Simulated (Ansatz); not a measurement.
Single-point calculation, with input and output: HfN (part 1 of 2)

The run: single-point calculation of HfN (slab, 12 atoms in the cell). Method and program: DFT PBEsol, scalar-relativistic, plane waves, PAW, no spin polarisation (Ansatz 0.2.0).

It belongs to a series of runs on one base structure; here: repeats removed: 1. Figures and captions count atoms from 1; the log counts them from 0 in places.

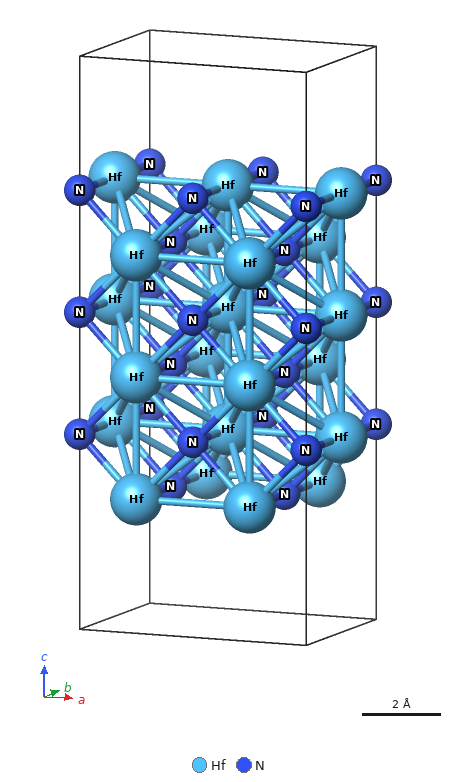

**Figure 1.** The structure as given in the input (ball-and-stick view of the 2 × 1 repeat of the cell, with the vacuum cut short, seen slightly off an axis). Near neighbours in the crystal (not all of them lie inside the picture): Hf has 7 Hf at 3.18 Å and 4 N at 2.25 Å; N has 4 Hf at 2.25 Å; Hf has 11 Hf at 3.18 Å and 6 N at 2.25 Å; N has 6 Hf at 2.25 Å; Hf has 12 Hf at 3.18 Å and 6 N at 2.25 Å.

## Summary

| quantity | value |
| --- | --- |
| outcome | converged |
| electrons treated | 186 |
| free energy | −95875.8489 eV |
| work function, top face | 3.73 eV |
| work function, bottom face | 3.73 eV |
| Fermi energy | 7.729 eV |
| gap on the k-point mesh | none (metallic) |
| work function (upper face) | 3.73 eV |
| largest force (length of the vector) | 1.837 eV/Å |
| hardware | 2 threads of Intel Xeon (Granite Rapids), 64 GiB of memory available, shared host |
| wall time | 43 s (CPU time 85 s) |
| peak memory | 1.2 GiB |

Warnings of the run: the exchange-correlation potential is rough where the density is thin. Spin–orbit coupling is left out, which matters for Hf.

## Input file
```yaml
crystal:
  lattice:
    - [3.1830776068, 0.0, 0.0]
    - [0.0, 4.5015515216, 0.0]
    - [0.0, 0.0, 22.957694017]
  atoms:
    - { symbol: Hf, position: [0.5, 0.0, 0.3266878631] }
    - { symbol: "N", position: [0.5, 0.5, 0.3266878631] }
    - { symbol: Hf, position: [0.0, 0.5, 0.3960127179] }
    - { symbol: "N", position: [0.0, 0.0, 0.3960127179] }
    - { symbol: Hf, position: [0.5, 0.0, 0.4653375726] }
    - { symbol: "N", position: [0.5, 0.5, 0.4653375726] }
    - { symbol: Hf, position: [0.0, 0.5, 0.5346624274] }
    - { symbol: "N", position: [0.0, 0.0, 0.5346624274] }
    - { symbol: Hf, position: [0.5, 0.0, 0.6039872821] }
    - { symbol: "N", position: [0.5, 0.5, 0.6039872821] }
    - { symbol: Hf, position: [0.0, 0.5, 0.6733121369] }
    - { symbol: "N", position: [0.0, 0.0, 0.6733121369] }
basis:
  ecutwfc: 420
kpoints:
  mp_grid: { grid: [11, 8, 1] }
hamiltonian:
  xc: pbesol
scf:
  occupations: { method: gaussian, width: 0.1 }
output:
  forces: true
  stress: true
  eigenvalues: true
  write_density: true
  write_potential: true
  elf: true
  volumetric_format: npy
efield:
  axis: 3
  dipole_correction: true
  ramp_width: 0.04
```

Command:
```bash
ansatz run input.yaml --threads 2 --pin off --max-ram 4096MiB --backend cpu --events-out ev --progress --plain --runs-dir out
```

## The program's output
```
Engine: ansatz 0.2.0, x86_64-unknown-linux-gnu
Pseudopotentials: kind: paw
Pseudopotential: Hf, paw, valence charge 26, recommended cutoff 420 eV (normal), Hf.paw.azcp
Pseudopotential: N, paw, valence charge 5, recommended cutoff 420 eV (normal), N.paw.azcp
Functional definition: PBEsol
  exchange = pbesol_x
  correlation = pbesol_c
Crystal: 12 atoms, lattice volume = 328.956 Å³
Basis set: ecut = 420 eV, 6453 PW (Γ), exchange–correlation on 48×64×320 points (8 copies of the dense FFT grid, shifted against one another)
Bands: 112, of which v1, the nominal top of the filled ones, is band 93 counted from 1 (92 counted from 0)
Symmetry: 4 space group operations
k-points: 30 of 88
Non-local potential: Hf, projectors of the file, l = 0: 3, l = 1: 2, l = 2: 2, l = 3: 3
Non-local potential: N, projectors of the file, l = 0: 2, l = 1: 2, l = 2: 1
PAW form: soft (Blöchl's): semilocal exchange-correlation on the pseudo side does not see the compensation charge
PAW frozen core: Hf, regenerated for the run's functional, and the local potential with it (the file was generated under x = pbe(κ = 0.804, μ = 0.2195149727645171), c = pbe(β = 0.06672455060314922))
PAW frozen core: N, regenerated for the run's functional, and the local potential with it (the file was generated under x = pbe(κ = 0.804, μ = 0.2195149727645171), c = pbe(β = 0.06672455060314922))
PAW one-centre angular grid: Hf, 590 points (default); XC on 64 Gauss nodes
PAW one-centre angular grid: N, 110 points (default); XC on 64 Gauss nodes
Initial density: superposition of atomic densities (neutral atoms: chi_scale 0, normalization atom), corrected by the library's trained network
Initial wavefunctions: pseudopotential atomic-orbital guess
Functional: x = pbesol(κ = 0.804, μ = 0.12345679012345678), c = pbesol(β = 0.046)
SCF iter   1: F=—  HF=-95875.869561 eV  |F-HF|=—  |Δ(HF+E_count)|=         —  Δρ=7.22e-3  dr2=3.29e-1  ethr=1.77e-3  p=0.000 e·Å  D=2.90e-13 V/Å  ΔV_dip=-0.00 eV  dr2_dipole=8.31e-6  V_vac-E_F(+/−)=3.87/3.87 eV  ⟨swp⟩=6.1  Hψ=12814  notcnv=0  defer=33
efield: sawtooth ramp at fractional position 0.9800 (placed from the atoms, in the widest stretch of the axis that holds none; the zero of the levels goes with the place), width 0.0400; the density the first Hamiltonian is built on has a dipole p = 0.000 e·Å; the dipole correction subtracts the counter field D = 2.90e-13 V/Å, which shifts the + side's vacuum level by -0.00 eV against the − side's; the planar-averaged density in the ramp window peaks in size at 2.5e-5 e/Å³
preconditioner: auto → LDOS  [metal: Δε(μ)=0.003 eV  Ē_g=17.397 eV  σ=0.100 eV  W_gap=0.01  n_scr=90 (ndim 8)  ℏωp=27.0 eV  f_vac=0.524  D(μ)=6.73/eV (n_scr^D=32)  β→1.0]
SCF iter   2: F=—  HF=-95875.866942 eV  |F-HF|=—  |Δ(HF+E_count)|=   2.62e-3  Δρ=5.24e-3  dr2=1.07e-1  ethr=1.77e-4  p=-0.000 e·Å  D=-2.31e-5 V/Å  ΔV_dip=0.00 eV  dr2_dipole=6.86e-6  V_vac-E_F(+/−)=3.75/3.75 eV  ⟨swp⟩=2.0  Hψ=6388  notcnv=0  defer=363
SCF iter   3: F=—  HF=-95875.850230 eV  |F-HF|=—  |Δ(HF+E_count)|=   1.67e-2  Δρ=1.26e-3  dr2=9.86e-3  ethr=5.75e-5  p=-0.000 e·Å  D=-1.31e-5 V/Å  ΔV_dip=0.00 eV  dr2_dipole=1.15e-6  V_vac-E_F(+/−)=3.77/3.77 eV  ⟨swp⟩=2.1  Hψ=5746  notcnv=0  defer=363
SCF iter   4: F=—  HF=-95875.848769 eV  |F-HF|=—  |Δ(HF+E_count)|=   1.46e-3  Δρ=2.77e-4  dr2=5.18e-4  ethr=5.30e-6  p=-0.000 e·Å  D=-6.91e-6 V/Å  ΔV_dip=0.00 eV  dr2_dipole=2.93e-7  V_vac-E_F(+/−)=3.75/3.75 eV  ⟨swp⟩=3.0  Hψ=5921  notcnv=0  defer=363
SCF iter   5: F=—  HF=-95875.848812 eV  |F-HF|=—  |Δ(HF+E_count)|=   4.30e-5  Δρ=1.34e-4  dr2=1.67e-4  ethr=2.78e-7  p=-0.000 e·Å  D=-4.52e-6 V/Å  ΔV_dip=0.00 eV  dr2_dipole=5.59e-8  V_vac-E_F(+/−)=3.75/3.75 eV  ⟨swp⟩=2.9  Hψ=6191  notcnv=0  defer=363
SCF iter   6: F=—  HF=-95875.848853 eV  |F-HF|=—  |Δ(HF+E_count)|=   4.13e-5  Δρ=6.63e-5  dr2=1.92e-5  ethr=8.98e-8  p=-0.000 e·Å  D=-2.58e-6 V/Å  ΔV_dip=0.00 eV  dr2_dipole=4.78e-9  V_vac-E_F(+/−)=3.74/3.74 eV  ⟨swp⟩=2.2  Hψ=4909  notcnv=0  defer=363
SCF iter   7: F=—  HF=-95875.848932 eV  |F-HF|=—  |Δ(HF+E_count)|=   7.95e-5  Δρ=2.28e-5  dr2=2.34e-6  ethr=1.03e-8  p=-0.000 e·Å  D=-1.10e-6 V/Å  ΔV_dip=0.00 eV  dr2_dipole=4.01e-9  V_vac-E_F(+/−)=3.74/3.74 eV  ⟨swp⟩=2.8  Hψ=5508  notcnv=0  defer=310
SCF iter   8: F=—  HF=-95875.848937 eV  |F-HF|=—  |Δ(HF+E_count)|=   4.56e-6  Δρ=8.66e-6  dr2=4.60e-7  ethr=1.26e-9  p=-0.000 e·Å  D=-5.71e-7 V/Å  ΔV_dip=0.00 eV  dr2_dipole=7.05e-9  V_vac-E_F(+/−)=3.73/3.73 eV  ⟨swp⟩=2.9  Hψ=5862  notcnv=0  defer=310
SCF iter   9: F=-95875.848937 eV  HF=-95875.848937 eV  |F-HF|=1.64e-8  |Δ(HF+E_count)|=   4.42e-7  Δρ=4.71e-6  dr2=8.04e-8  ethr=5.38e-11  p=-0.000 e·Å  D=-3.04e-8 V/Å  ΔV_dip=0.00 eV  dr2_dipole=5.12e-9  V_vac-E_F(+/−)=3.73/3.73 eV  ⟨swp⟩=21.6  Hψ=37965  notcnv=0
SCF 1 converged in 9 iterations: F = -95875.848937 eV  dr2 = 8.04e-8
  greatest PAW one-centre occupation: 0.998 electrons in one spin orbital (limit 2), on the Hf atom at site 0 (counted from 0), in its partial waves of l = 3
```

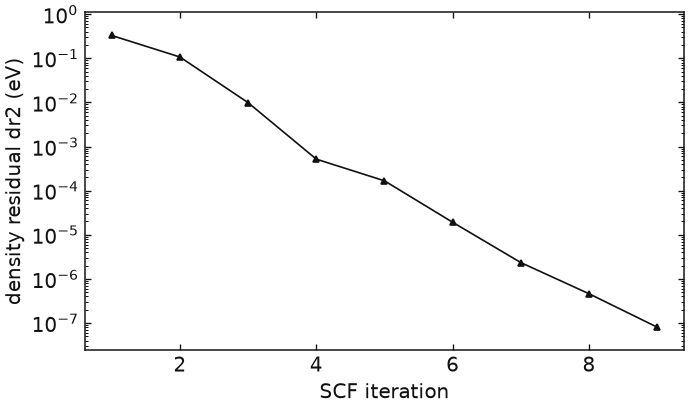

**Figure 2.** Convergence of the self-consistent field: density residual dr2 against the SCF iteration. The residual falls at every step.

```
WARN: The output density's exchange-correlation potential varies sharply where the density is thin. Do not read a vacuum level from v_tot or v_xc, or from such a field of the output density. On a cell that repeats whose density bears no net charge and no dipole along the vacuum's axis use v_es (v_loc + v_h of the components); under efield.dipole_correction with no amplitude use v_es + v_field, which holds any external_charges[].barrier, or the levels of the report's work_function block, which leave it out; under a non-zero efield.amplitude the vacuum is tilted and has no level; on a cell that repeats and bears such a dipole with no correction it is tilted too, and efield.dipole_correction with no amplitude gives each side of its ramp a level where efield: is served; in a cell that repeats whose density bears a net charge (total_charge, or a fill off its count) it is curved and has none; of a slab under crystal.periodic whose density bears no net charge use v_es, which has a level on each side, short of where the two are joined; of another it falls or rises all the way out and has none; of a slab beside external_charges read slab_vacuum_level instead, which it has where they leave it neutral. The grid or the basis barely resolves most such structure, and the values can differ between equally converged runs; as a rule a tighter scf.convergence.dr2_threshold does not remove it. Where the density itself ripples (under the LDA too) a higher basis.ecutwfc lessens it. The files hold the spikes' plane waves up to the density's cutoff. Files: v_tot_of_output_density and the like, and their columns of v_z.tsv (output.write_potential); v_xc_of_output_density and the like, and their columns of v_comp_z.tsv (output.write_potential_components). Measured: with its Gaussian average of σ = 0.25 Å subtracted twice, the exchange-correlation potential is over 0.1 eV at 2880 of the grid points where the equally averaged density (valence and model cores) is under 1e-3 e/Å³, and 0.900 eV at the most among them, at an averaged density of 3.4e-7 e/Å³. The input density's (outcome.potential() and, of a run that writes arrays, v_tot and v_xc) is over 0.1 eV, so measured, at 27 points of its own thin density, 0.166 eV at the most. See output.write_potential in the manual, Limitations
SCF converged after 9 iterations
Free energy (F): -95875.848937 eV
Harris-Foulkes:  -95875.848937 eV  (|F-HF|=1.64e-8)
Internal energy: -95875.815112 eV  (E = F + TS)
E sigma→0 (E₀):  -95875.832025 eV
Entropy (-TS):   -0.033826 eV (-2.819 meV/atom)
Fermi energy:    7.728945 eV
Dipole field:    D = 0.000075 V/Å  (p = 0.000136 e·Å, saw-weighted, corrected)
Work function:   Φ+ = 3.7329 eV   Φ− = 3.7347 eV
Levels:          The Fermi level and band energies are counted from a zero that moves with the ramp; work functions are not
--- Per-component energies (eV) ---
  E_band       = -1854.806375
  E_kinetic    = 3321.087044
  E_local      = -316852.873238  (includes V_loc(G=0)·N_el)
  E_nonlocal   = -7156.606895
  E_hartree    = 156238.510844
  E_xc         = -2144.539651
  E_vxc        = -2054.206306  (∫ρ·V_xc dr)
  E_paw        = -41574.713848  (= ΣΔE_a)
  E_vpaw       = 8410.756306  (= ΣTr[D̂ρ^β])
  E_aug_tail   = 0.000547  (compensation charges beyond the density's cutoff)
  E_efield     = 0.000000  (sawtooth field / dipole correction)
  E_vefield    = 0.000000  (∫n·V_field dr)
  E_ewald      = 112285.644943
  E_core_change = 7.675142  (= ΣΔE_core)
  E_smearing   = -0.033826  (= −TS)
  E_closure    = -0.000000  (closes the sum)
  Σ components = -95875.848937   (vs F -95875.848937, Δ=0.00e0)
--- Forces (eV/Å), atoms counted from 1 ---
  atom   1  Hf     0.00000000     0.00000000     1.18397878
  atom   2  N      0.00000000     0.00000000     1.07826056
  atom   3  Hf     0.00000000     0.00000000    -1.83749067
  atom   4  N      0.00000000     0.00000000    -0.70730577
  atom   5  Hf     0.00000000     0.00000000    -0.55392402
  atom   6  N      0.00000000     0.00000000     0.09011018
  atom   7  Hf     0.00000000     0.00000000     0.55391827
  atom   8  N      0.00000000     0.00000000    -0.09011370
  atom   9  Hf     0.00000000     0.00000000     1.83747046
  atom  10  N      0.00000000     0.00000000     0.70728434
  atom  11  Hf     0.00000000     0.00000000    -1.18394485
  atom  12  N      0.00000000     0.00000000    -1.07828656
  max |Σ_I F_I| component: 4.30e-5 eV/Å
--- Stress (GPa, compression-positive) ---
       -0.839690       0.000000       0.000000
        0.000000      -7.164363       0.000000
        0.000000       0.000000      -2.492188
  P = ⅓ Tr σ = -3.4987 GPa (-34.987 kbar)
--- Band table (eV; the first three rows and the last of 30) ---
```
